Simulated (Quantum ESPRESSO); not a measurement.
Single-point calculation of Ni3Si (part 3 of 3)

Ni3Si (4 atoms in the cell); Kohn-Sham DFT of a periodic cell, LDA, GBRV 1.5 LDA, spin-polarised (Quantum ESPRESSO 7.5); cutoff 612.26 eV, 8×8×8 k-mesh, fermi-dirac of 0.05 eV, collinear spins. The structure derives from an entry of the Crystallography Open Database. The volume is scaled by 1.02.

Geometry of the input (Å; fractional positions):
```
3.5655  0.0000  0.0000
0.0000  3.5655  0.0000
0.0000  0.0000  3.5655
Ni 0.5000  0.5000  0.0000
Ni 0.5000  0.0000  0.5000
Ni 0.0000  0.5000  0.5000
Si 0.0000  0.0000  0.0000
```

The program's output, continued:
```
   -86.4526 -86.4263 -86.4254 -47.3513 -47.3471 -47.3423 -47.3108 -47.3073
   -47.3020 -47.1686 -47.1590 -47.1530   4.6319  11.2433  11.7128  12.0539
    12.4334  12.4883  12.6443  13.8202  13.9068  14.3845  14.4297  15.0577
    15.0766  15.1493  15.3279  15.4132  15.7631  16.1873  16.5900  20.8877
    22.3637  22.6673  23.8049  25.2085  26.2482  26.9233  27.3592  29.4480
    30.4996  31.4004

          k = 0.0000 0.1250 0.2500 (  1553 PWs)   bands (ev):

   -86.4499 -86.4288 -86.4256 -47.3490 -47.3409 -47.3338 -47.3152 -47.3094
   -47.2980 -47.1815 -47.1631 -47.1521   5.1350  10.5634  11.6785  12.1700
    12.3660  12.5894  12.7976  13.5751  13.8018  14.0126  14.3771  14.8496
    14.8846  15.1035  15.2389  15.2723  15.7160  16.6966  17.4644  21.0858
    21.9717  22.6125  23.9406  24.1658  26.1794  26.7510  27.5621  28.6853
    30.8275  32.7008

          k = 0.0000 0.1250 0.3750 (  1562 PWs)   bands (ev):

   -86.4462 -86.4324 -86.4256 -47.3439 -47.3331 -47.3285 -47.3176 -47.3130
   -47.2945 -47.1931 -47.1673 -47.1534   5.8769   9.2895  11.9283  12.2258
    12.2927  12.9209  12.9439  13.5862  13.6788  14.0255  14.1514  14.5298
    14.6994  14.8822  15.0376  15.2388  15.7079  17.5444  18.5991  20.4216
    21.0753  22.2557  22.7674  24.2063  27.1920  27.3264  28.1592  29.0184
    30.8356  32.0867

          k = 0.0000 0.1250-0.5000 (  1558 PWs)   bands (ev):

   -86.4439 -86.4347 -86.4256 -47.3405 -47.3290 -47.3285 -47.3170 -47.3158
   -47.2929 -47.1980 -47.1691 -47.1543   6.3919   8.5556  12.0124  12.2576
    12.2716  12.9600  13.2140  13.5828  13.7749  13.8942  14.1322  14.3470
    14.6295  14.7647  14.8786  15.2487  15.7073  18.1712  19.4252  19.5707
    21.0455  21.2334  22.8556  23.9720  26.8604  27.6509  29.4343  30.7897
    30.8010  30.9525

          k = 0.0000 0.2500 0.2500 (  1566 PWs)   bands (ev):

   -86.4474 -86.4298 -86.4270 -47.3541 -47.3351 -47.3266 -47.3199 -47.3108
   -47.2875 -47.1983 -47.1675 -47.1445   5.6168  10.7616  10.9582  12.2083
    12.2802  12.7051  13.0331  13.3119  13.7484  13.9220  14.5720  14.6591
    14.7928  14.9786  15.0494  15.3228  15.5168  16.4002  18.2137  20.1207
    21.2999  24.2358  24.4729  24.5307  25.0021  26.7399  26.9289  30.6402
    30.6608  31.1184

          k = 0.0000 0.2500 0.3750 (  1564 PWs)   bands (ev):

   -86.4440 -86.4326 -86.4276 -47.3570 -47.3279 -47.3243 -47.3192 -47.3133
   -47.2790 -47.2122 -47.1721 -47.1407   6.3177   9.6783  11.1760  12.2105
    12.3749  12.9680  13.0799  13.4360  13.5309  14.1069  14.2616  14.4950
    14.6857  14.8158  15.0254  15.1809  15.4099  16.6852  18.6056  19.2109
    21.3674  22.8730  24.8062  24.9811  25.3349  27.5449  28.3933  29.6039
    29.6293  31.0613

          k = 0.0000 0.2500-0.5000 (  1556 PWs)   bands (ev):

   -86.4417 -86.4347 -86.4277 -47.3578 -47.3248 -47.3235 -47.3171 -47.3157
   -47.2757 -47.2177 -47.1741 -47.1397   6.7883   9.0143  11.3054  12.1820
    12.4464  13.0375  13.2907  13.3265  13.7980  13.8642  14.2410  14.2632
    14.7103  14.7402  15.0537  15.0566  15.3808  17.0938  17.7949  19.9127
    21.3886  21.9467  24.6414  25.1188  25.7022  28.2618  28.8676  29.0760
    29.6721  31.3942

          k = 0.0000 0.3750 0.3750 (  1560 PWs)   bands (ev):

   -86.4408 -86.4333 -86.4300 -47.3665 -47.3218 -47.3199 -47.3191 -47.3142
   -47.2680 -47.2273 -47.1773 -47.1327   6.9421  10.1062  10.2599  12.1376
    12.4921  13.0628  13.1394  13.3926  13.5432  14.1369  14.2574  14.4896
    14.6619  14.7265  14.7516  15.1184  15.1593  16.4374  17.3059  20.0550
    21.6043  23.5824  23.7527  25.3854  25.8384  28.1511  28.1859  28.2236
    29.8174  33.2627

          k = 0.0000 0.3750-0.5000 (  1570 PWs)   bands (ev):

   -86.4385 -86.4347 -86.4309 -47.3699 -47.3197 -47.3181 -47.3171 -47.3157
   -47.2640 -47.2334 -47.1796 -47.1300   7.3382   9.6323  10.4489  12.1085
    12.4787  13.1276  13.2208  13.2948  13.8315  13.8526  14.3461  14.3489
    14.5943  14.7155  14.7682  15.0114  15.0616  16.5641  16.7209  20.6327
    21.7153  22.8243  24.1034  25.2960  26.1846  27.5061  27.5814  28.7674
    32.0310  32.1338

          k = 0.0000-0.5000-0.5000 (  1596 PWs)   bands (ev):

   -86.4347 -86.4347 -86.4347 -47.3742 -47.3171 -47.3171 -47.3157 -47.3157
   -47.2599 -47.2396 -47.1820 -47.1267   7.6722   9.9885   9.9885  12.0787
    12.3373  13.1697  13.2806  13.2806  13.8515  13.8515  14.3887  14.4826
    14.4845  14.4845  14.7873  14.8838  14.9251  16.4376  16.4376  21.1333
    21.8770  23.3118  23.3118  25.9491  25.9491  26.5451  26.8908  30.1986
    32.8985  32.8985

          k = 0.1250 0.1250 0.1250 (  1554 PWs)   bands (ev):

   -86.4517 -86.4263 -86.4263 -47.3536 -47.3413 -47.3413 -47.3101 -47.3101
   -47.2991 -47.1779 -47.1544 -47.1544   4.8035  11.2754  11.8198  11.8198
    12.2805  12.6472  12.6472  13.5586  14.0752  14.0752  14.6825  14.6825
    15.1450  15.1450  15.2959  15.4083  15.7561  16.4186  16.4186  21.6420
    22.7200  22.7200  23.4312  24.6075  24.6075  27.8225  27.8225  30.2069
    30.2425  31.8716

          k = 0.1250 0.1250 0.2500 (  1554 PWs)   bands (ev):

   -86.4491 -86.4289 -86.4263 -47.3524 -47.3386 -47.3348 -47.3141 -47.3070
   -47.2948 -47.1926 -47.1577 -47.1513   5.2993  10.6575  11.6559  12.0655
    12.2182  12.7006  12.8295  13.4504  13.8348  13.9455  14.4486  14.7298
    14.8725  15.1160  15.1373  15.3089  15.7034  16.7913  16.9987  21.8185
    22.1464  22.5863  22.9840  24.5045  24.9850  27.3975  28.4973  29.6348
    29.9988  32.6061

          k = 0.1250 0.1250 0.3750 (  1553 PWs)   bands (ev):

   -86.4455 -86.4325 -86.4263 -47.3475 -47.3357 -47.3338 -47.3173 -47.3014
   -47.2914 -47.2054 -47.1612 -47.1512   6.0269   9.4256  11.7844  12.2109
    12.2791  12.9543  12.9672  13.5274  13.6690  13.8485  14.3251  14.5507
    14.6274  14.9138  15.0769  15.1583  15.6512  17.6427  17.7197  20.2828
    21.1238  22.3283  23.1153  25.3217  25.7190  27.9370  28.4152  29.3160
    30.2289  32.3050

          k = 0.1250 0.1250-0.5000 (  1548 PWs)   bands (ev):

   -86.4432 -86.4347 -86.4263 -47.3433 -47.3358 -47.3344 -47.3187 -47.2984
   -47.2901 -47.2105 -47.1627 -47.1516   6.5258   8.7168  11.8143  12.2275
    12.3503  12.9965  13.2878  13.4721  13.6740  13.7677  14.3109  14.3684
    14.6499  14.7283  14.9562  15.1717  15.6336  18.1563  18.4034  19.2964
    20.4184  22.4248  23.2183  25.1134  26.1692  27.5144  28.7050  30.3365
    31.2972  32.3153

          k = 0.1250 0.2500 0.2500 (  1560 PWs)   bands (ev):

   -86.4467 -86.4298 -86.4277 -47.3559 -47.3402 -47.3344 -47.3101 -47.3032
   -47.2867 -47.2103 -47.1588 -47.1453   5.7716  10.7634  11.0898  12.0324
    12.2876  12.7782  13.0091  13.3198  13.7283  13.8438  14.5695  14.6011
    14.8146  14.8887  14.9986  15.3823  15.6242  16.4362  17.3844  20.3066
    22.5197  22.8585  23.3107  24.8087  24.8645  28.0230  28.4149  29.2249
    31.0993  32.2693

          k = 0.1250 0.2500 0.3750 (  1564 PWs)   bands (ev):

   -86.4434 -86.4326 -86.4282 -47.3575 -47.3408 -47.3356 -47.3079 -47.2977
   -47.2788 -47.2247 -47.1621 -47.1410   6.4532   9.7947  11.1778  12.1302
    12.4547  12.9293  13.1136  13.3932  13.5622  13.8198  14.4469  14.5846
    14.6426  14.7360  14.9771  15.1912  15.5185  16.6934  17.9031  18.9291
    21.4389  22.9833  23.7870  25.2130  26.1821  27.3982  28.7694  29.5105
    30.6285  32.4274

          k = 0.1250 0.2500-0.5000 (  1558 PWs)   bands (ev):

   -86.4412 -86.4347 -86.4282 -47.3579 -47.3389 -47.3380 -47.3075 -47.2950
   -47.2756 -47.2304 -47.1636 -47.1398   6.9027   9.1700  11.2544  12.1772
    12.5187  13.0903  13.1841  13.3464  13.6622  13.6974  14.3735  14.4677
    14.6409  14.7192  14.9683  15.0540  15.4725  17.0739  17.7722  18.6779
    20.7685  23.1227  24.2501  25.4127  25.9063  26.9813  29.7332  29.7525
    31.6193  31.6319

          k = 0.1250 0.3750 0.3750 (  1569 PWs)   bands (ev):

   -86.4404 -86.4333 -86.4304 -47.3665 -47.3407 -47.3368 -47.3000 -47.2965
   -47.2680 -47.2403 -47.1656 -47.1329   7.0478  10.1585  10.4116  12.1053
    12.5131  12.9846  13.2679  13.2744  13.5918  13.8413  14.4281  14.5147
    14.5906  14.7373  14.8233  15.1206  15.3173  16.3646  17.2026  18.8859
    22.0751  22.4168  23.4020  25.6378  27.0920  27.1140  28.7707  29.9729
    30.9670  33.4619

          k = 0.1250 0.3750-0.5000 (  1568 PWs)   bands (ev):

   -86.4382 -86.4347 -86.4312 -47.3699 -47.3389 -47.3383 -47.2983 -47.2947
   -47.2640 -47.2464 -47.1672 -47.1301   7.4131   9.7845  10.5352  12.1253
    12.4249  13.1026  13.2531  13.2856  13.7559  13.7636  14.3350  14.4573
    14.6291  14.7273  14.7621  14.9974  15.2365  16.4829  16.6430  19.2020
    21.5635  22.7582  23.6093  24.9290  27.1149  27.4423  29.3015  30.1902
    32.2084  32.3190

          k = 0.1250-0.5000-0.5000 (  1556 PWs)   bands (ev):

   -86.4347 -86.4347 -86.4347 -47.3742 -47.3383 -47.3383 -47.2946 -47.2946
   -47.2599 -47.2527 -47.1690 -47.1267   7.7101  10.1453  10.1453  12.1026
    12.2046  13.2055  13.2055  13.3914  13.8105  13.8105  14.2256  14.5713
    14.5713  14.5807  14.7693  14.8716  15.0983  16.3360  16.3360  19.5410
    22.0991  22.0991  23.8327  24.1734  27.5482  27.5482  29.4768  30.4019
    32.9581  32.9581

          k = 0.2500 0.2500 0.2500 (  1571 PWs)   bands (ev):

   -86.4446 -86.4298 -86.4298 -47.3591 -47.3448 -47.3448 -47.2950 -47.2950
   -47.2828 -47.2298 -47.1472 -47.1472   6.2125  10.6688  11.4501  11.4501
    12.4673  12.9458  12.9458  13.3347  13.6729  13.6729  14.5827  14.5827
    14.6054  14.8937  14.8937  15.5053  15.6886  16.5465  16.5465  20.1778
    21.5232  21.5232  25.1489  25.1539  25.1539  26.8122  30.2273  30.2273
    32.6053  32.8390

          k = 0.2500 0.2500 0.3750 (  1553 PWs)   bands (ev):

   -86.4417 -86.4327 -86.4298 -47.3602 -47.3521 -47.3479 -47.2923 -47.2832
   -47.2765 -47.2454 -47.1494 -47.1401   6.8308  10.0858  11.1136  11.9137
    12.6488  12.8534  13.0945  13.3974  13.5949  13.6346  14.4079  14.5289
    14.6531  14.7796  14.9094  15.2799  15.6124  16.6749  16.6989  18.8402
    20.2998  22.0241  25.2709  25.4993  25.5844  27.6119  30.2815  31.3341
    31.8561  33.0426

          k = 0.2500 0.2500-0.5000 (  1548 PWs)   bands (ev):

   -86.4397 -86.4347 -86.4297 -47.3598 -47.3546 -47.3495 -47.2918 -47.2787
   -47.2737 -47.2514 -47.1503 -47.1378   7.2144   9.6091  11.0710  12.1788
    12.6859  12.7759  13.2997  13.3130  13.5472  13.6806  14.3390  14.4707
    14.7667  14.8179  14.8312  15.0398  15.5484  16.7298  17.2778  17.8652
    19.8677  22.5272  24.4972  25.6791  25.7987  28.3508  31.0272  31.1791
    32.6861  33.4103

          k = 0.2500 0.3750 0.3750 (  1561 PWs)   bands (ev):

   -86.4393 -86.4332 -86.4316 -47.3667 -47.3563 -47.3536 -47.2818 -47.2795
   -47.2678 -47.2617 -47.1473 -47.1335   7.3280  10.3056  10.8437  11.9089
    12.5738  12.9025  13.0228  13.5499  13.6484  13.6821  14.1869  14.5773
    14.5955  14.8085  14.8893  15.2583  15.5417  16.1383  16.5557  18.1655
    20.5080  20.8656  23.6853  25.9699  27.9971  28.4616  30.9194  31.6240
    33.2690  34.1153

          k = 0.2500 0.3750-0.5000 (  1562 PWs)   bands (ev):

   -86.4374 -86.4347 -86.4320 -47.3699 -47.3569 -47.3553 -47.2805 -47.2764
   -47.2679 -47.2639 -47.1476 -47.1303   7.6038  10.2147  10.7706  12.1796
    12.2852  12.8919  13.0780  13.6411  13.6955  13.7410  14.0986  14.5540
    14.6731  14.7749  14.9469  14.9825  15.4779  16.1992  16.3520  17.9348
    20.1675  21.2006  22.8570  26.1872  28.4581  29.4994  31.0993  32.7922
    32.8525  33.0085

          k = 0.2500-0.5000-0.5000 (  1568 PWs)   bands (ev):

   -86.4347 -86.4347 -86.4347 -47.3741 -47.3570 -47.3570 -47.2763 -47.2763
   -47.2741 -47.2598 -47.1478 -47.1267   7.8040  10.5934  10.5934  11.9832
    12.1747  12.9963  12.9963  13.7694  13.7694  13.8672  13.9833  14.6802
    14.6802  14.7263  14.8236  14.8436  15.3646  16.0405  16.0405  18.0677
    20.6616  20.6616  21.9727  26.4114  30.0186  30.0186  30.9518  32.2652
    33.2686  33.2686

          k = 0.3750 0.3750 0.3750 (  1559 PWs)   bands (ev):

   -86.4376 -86.4332 -86.4332 -47.3681 -47.3649 -47.3649 -47.2780 -47.2692
   -47.2692 -47.2665 -47.1341 -47.1341   7.6556  10.5437  11.4742  11.4742
    12.6821  12.6821  12.8261  13.6988  13.6988  13.9412  13.9872  14.5606
    14.5606  14.8263  14.8263  15.4186  15.6468  15.8796  15.8796  17.7124
    19.9312  19.9312  22.0572  28.5551  28.5551  29.4111  33.0907  33.0907
    33.8008  34.9696

          k = 0.3750 0.3750-0.5000 (  1546 PWs)   bands (ev):

   -86.4361 -86.4347 -86.4332 -47.3704 -47.3689 -47.3659 -47.2840 -47.2684
   -47.2648 -47.2633 -47.1344 -47.1295   7.8106  10.8194  11.0755  12.0559
    12.2522  12.7257  12.8154  13.7272  13.7290  13.9033  14.1373  14.5635
    14.5789  14.7569  14.8281  15.2324  15.6044  15.8448  15.8770  17.3154
    19.6415  20.1751  21.1995  28.7954  29.2308  31.1468  32.3194  33.9869
    33.9888  34.6851

          k = 0.3750-0.5000-0.5000 (  1568 PWs)   bands (ev):

   -86.4347 -86.4347 -86.4347 -47.3740 -47.3696 -47.3696 -47.2899 -47.2641
   -47.2641 -47.2598 -47.1322 -47.1266   7.9016  11.2474  11.2474  11.8181
    12.2766  12.6714  12.6714  13.7558  13.7558  13.8118  14.3159  14.6053
    14.6053  14.6840  14.7297  15.2363  15.5604  15.7277  15.7277  17.1346
    19.8333  19.8333  20.2920  29.2084  31.6188  31.6188  31.6291  33.7150
    34.5732  34.5732

          k =-0.5000-0.5000-0.5000 (  1568 PWs)   bands (ev):

   -86.4347 -86.4347 -86.4347 -47.3740 -47.3740 -47.3740 -47.2956 -47.2598
   -47.2598 -47.2598 -47.1266 -47.1266   7.9432  11.7585  11.7585  11.7585
    12.3318  12.3318  12.3318  13.7510  13.7510  13.7510  14.4807  14.4807
    14.4807  14.6667  14.6667  15.5049  15.6312  15.6312  15.6312  16.8231
    19.5854  19.5854  19.5854  31.9325  31.9325  31.9325  31.9723  31.9723
    36.4317  36.4317

     the Fermi energy is    15.8304 ev

!    total energy              =   -1039.35955544 Ry
     estimated scf accuracy    <          2.7E-11 Ry
     smearing contrib. (-TS)   =      -0.00135204 Ry
     internal energy E=F+TS    =   -1039.35820340 Ry

     The total energy is F=E-TS. E is the sum of the following terms:
     one-electron contribution =    -685.00169501 Ry
     hartree contribution      =     376.72223121 Ry
     xc contribution           =    -109.60595555 Ry
     ewald contribution        =    -621.47278405 Ry

     total magnetization       =    -0.00 Bohr mag/cell
     absolute magnetization    =     0.00 Bohr mag/cell

     convergence has been achieved in  19 iterations

     Forces acting on atoms (cartesian axes, Ry/au):

     atom    1 type  1   force =     0.00000000    0.00000000    0.00000000
     atom    2 type  1   force =     0.00000000    0.00000000    0.00000000
     atom    3 type  1   force =     0.00000000    0.00000000    0.00000000
     atom    4 type  2   force =     0.00000000    0.00000000    0.00000000

     Total force =     0.000000     Total SCF correction =     0.000000

     Computing stress (Cartesian axis) and pressure

          total   stress  (Ry/bohr**3)                   (kbar)     P=     -230.80
  -0.00156896   0.00000000   0.00000000         -230.80        0.00        0.00
   0.00000000  -0.00156896   0.00000000            0.00     -230.80        0.00
   0.00000000   0.00000000  -0.00156896            0.00        0.00     -230.80

=------------------------------------------------------------------------------=
   JOB DONE.
=------------------------------------------------------------------------------=
```

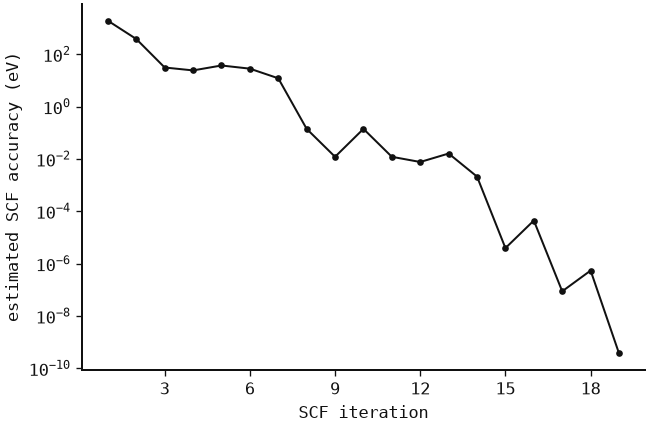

**Figure 1.** Convergence of the self-consistent field: estimated SCF accuracy against the iteration. The field takes 19 iterations in all.

Summary:

- outcome: converged
- space group (tolerance 0.01 Å): Pm-3m (221)
- electrons treated: 58
- free energy: −14141.2072 eV
- Fermi energy: 15.830 eV
- gap on the k-point mesh: none (metallic)
- net moment of the cell: 0.00 μB
- integrated absolute moment: 0.00 μB
- pressure: −23.08 GPa
- largest force (length of the vector): under 0.001 eV/Å
- wall time: 80 s (CPU time 2.7 min)
- peak memory: 0.3 GiB

Notes:

The cell is under a tension of 23 GPa at this level, so it is not at its equilibrium volume.
